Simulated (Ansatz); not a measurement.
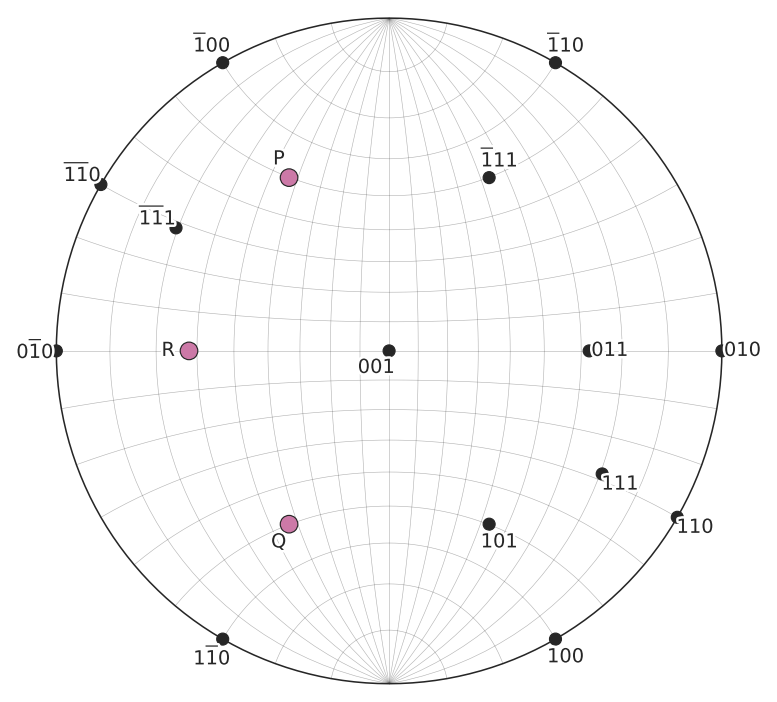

Stereographic projection of plane normals (upper hemisphere) centred on (0 0 1). Crystal: K, the geometry relaxed with DFT, revPBE, plane waves (420 eV) with PAW, scalar-relativistic in Ansatz 0.2.0; the starting structure was generated, so it need not be a known form of this composition. Symmetry computed with spglib at a tolerance of 0.002 Å; standard conventional cell.

a = 4.839 Å, b = 4.839 Å, c = 7.893 Å, α = 90.00°, β = 90.00°, γ = 120.00°.

Index the poles marked P, Q, R.

P is (−1 0 1), in four indices (−1 0 1 1), 62.0° from the centre; Q is (1 −1 1), in four indices (1 −1 0 1), 62.0° from the centre; R is (0 −1 1), in four indices (0 −1 1 1), 62.0° from the centre.

What is the angle between the normals of (0 0 1) and (0 1 1), and what are their d_hkl = 1/|g|?

62.0°; d = 7.893 Å and 3.702 Å.
